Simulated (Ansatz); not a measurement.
# Ni10O (slab): what the fields show

Input

```
crystal:
  lattice:
    - [3.4781861089, 0.0, 0.0]
    - [0.0, 3.4781861089, 0.0]
    - [0.0, 0.0, 25.9563722178]
  atoms:
    - { symbol: Ni, position: [0.0, 0.5, 0.3274725732], spin: 0.84 }
    - { symbol: Ni, position: [0.5, 0.0, 0.3274725732], spin: 0.84 }
    - { symbol: Ni, position: [0.5, 0.5, 0.394473194], spin: 0.74 }
    - { symbol: Ni, position: [0.0, 0.0, 0.394473194], spin: 0.74 }
    - { symbol: Ni, position: [0.0, 0.5, 0.4621740688], spin: 0.74 }
    - { symbol: Ni, position: [0.5, 0.0, 0.4621740688], spin: 0.74 }
    - { symbol: Ni, position: [0.5, 0.5, 0.5299925552], spin: 0.74 }
    - { symbol: Ni, position: [0.0, 0.0, 0.5299925552], spin: 0.74 }
    - { symbol: Ni, position: [0.0, 0.5, 0.5958274598], spin: 0.83 }
    - { symbol: Ni, position: [0.5, 0.0, 0.5958274598], spin: 0.83 }
    - { symbol: O, position: [0.5, 0.0, 0.6690272115], spin: 2.0 }
basis:
  ecutwfc: 420
kpoints:
  mp_grid: { grid: [8, 8, 1] }
hamiltonian:
  xc: pbe
  dispersion: d3bj
scf:
  occupations: { method: gaussian, width: 0.1 }
output:
  forces: true
  eigenvalues: true
  populations: true
  write_density: true
  write_potential: true
  elf: true
  volumetric_format: npy
magnetization:
  spin_polarized: true
relax:
  adjacent_minimum: "off"
  f_tol: 0.03
  max_steps: 70
  constraints: [{ sites: [0, 1, 2, 3] }]
efield:
  axis: 3
  dipole_correction: true
```

Run with:

```sh
ansatz run input.yaml --threads 4 --pin off --max-ram 10240MiB --backend cpu --events-out ev --progress --plain --runs-dir out
```

The fields are those of the relaxed geometry.

Spin-polarised.

Method: Ansatz 0.2.0, DFT PBE+D3(BJ), scalar-relativistic, plane waves, PAW.

In a PAW calculation such maps are meaningful between the atoms, not at the nuclei.

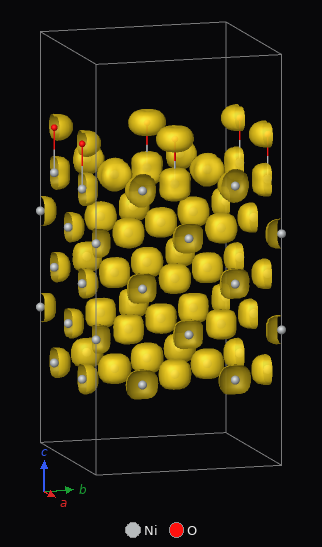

Figure 1. Isosurface of the spin density at +0.2 e/Å³ (yellow), seen slightly off an axis. Sticks mark near contacts.

**Which atoms carry the moments, and with what signs?**

The spin density sits on Ni: +0.7 μB (×10); O: +0.5 μB in one cell of 11 atoms: parallel main moments (a ferromagnetic arrangement) in this solution. The cell of the calculation (11 atoms) carries 7.6 μB of net spin moment.

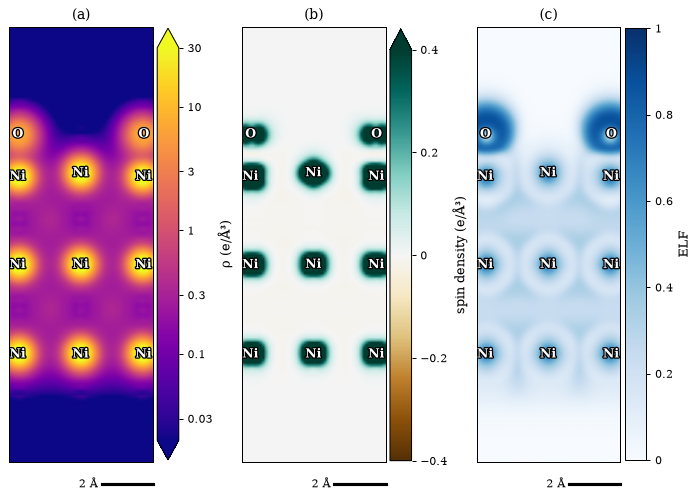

Figure 2. (a) valence charge density (pseudo); (b) spin density (up minus down); (c) ELF on the (110) plane of the calculation cell, a cut from vacuum to vacuum.

**What does the map show?**

The plane passes through Ni and O nuclei.
Ni–O (1.64 Å): the density is about 1.5 e/Å³ at the midpoint; the ELF peaks at about 0.75 in the valence shell of O, 0.5 Å from its nucleus, and is about 0.35 at the midpoint.
The density dies away to nearly zero in the vacuum.
The features right at Ni lie inside the PAW spheres, where the map follows smoothed inner orbitals and isn't to be read closely.

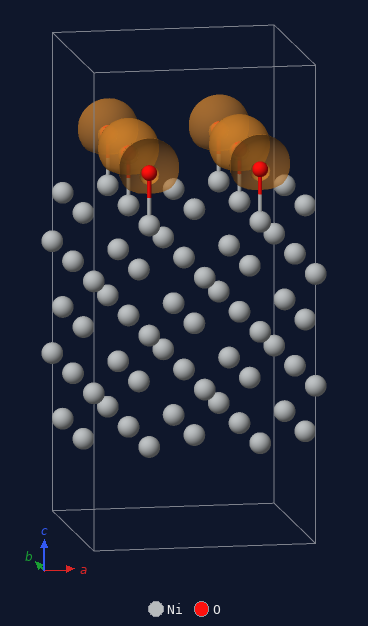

Figure 3. Isosurface of the ELF at 0.65 (orange), seen slightly off an axis. Core shells and regions of very low density are left out. Sticks mark near contacts.

**Where are the electrons localised?**

At this value the surface marks out one region wrapped around O (its valence shell), counted in one cell of 11 atoms. Counts are for one cell; the picture repeats the cell along the surface.

**Does the calculation make it a metal, or give it a gap?**

It is gapless in this calculation (a metal or semimetal).
